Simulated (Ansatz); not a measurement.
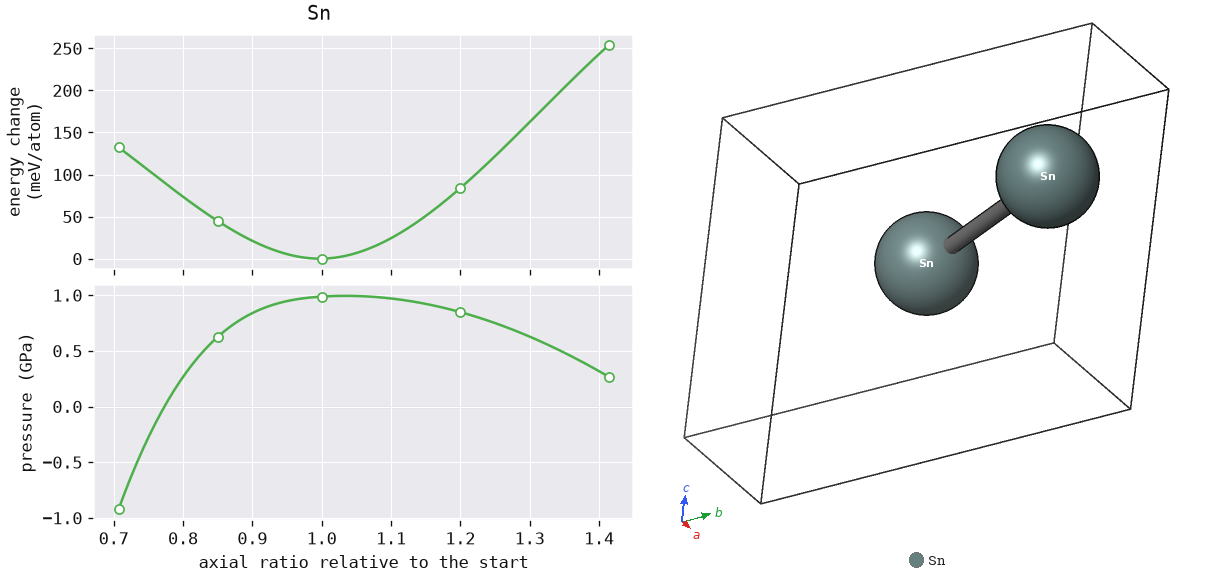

The figure shows the energy change and pressure against relative axial ratio for Sn, space group Fd-3m (No. 227). The cell is drawn beside the plot.

Structure:
```xyz
2
Lattice="0.0000 3.2456 3.2456 3.2456 0.0000 3.2456 3.2456 3.2456 0.0000" Properties=species:S:1:pos:R:3 pbc="T T T"
Sn    3.2456    3.2456    3.2456
Sn    4.8684    4.8684    4.8684
```

Method: deformation of a crystal at fixed volume, lengths along the axis scaled against those across it, fractional coordinates fixed, by plane-wave density functional theory with PAW datasets, free energies less that of the undisturbed cell, pressure positive in compression; scalar-relativistic (Ansatz 0.2.0). Level: PBEsol, no spin polarisation.

```json
{"setting": "wave cutoff", "value": "420 eV"}
{"setting": "k mesh", "value": "14×14×14"}
{"setting": "occupations", "value": "Gaussian"}
{"setting": "smearing width", "value": "0.15 eV"}
{"setting": "k shift", "value": "(0, 0, 0) (mesh steps)"}
{"setting": "start", "value": "as given"}
{"setting": "path", "value": "tetragonal"}
{"setting": "axis direction", "value": "(0, 0, 1) (Cartesian unit vector)"}
```

Where does the curve of the energy change have its lowest point?

The lowest computed point is at relative axial ratio 1.000 (0 meV/atom).

How does the pressure vary with relative axial ratio?

It goes from −0.923 GPa at relative axial ratio 0.707 to 0.268 GPa at 1.414, not monotonically, with a high of 0.987 GPa at 1.000, and changes sign near 0.79.

Limits of the calculation: reference crystal is not relaxed.
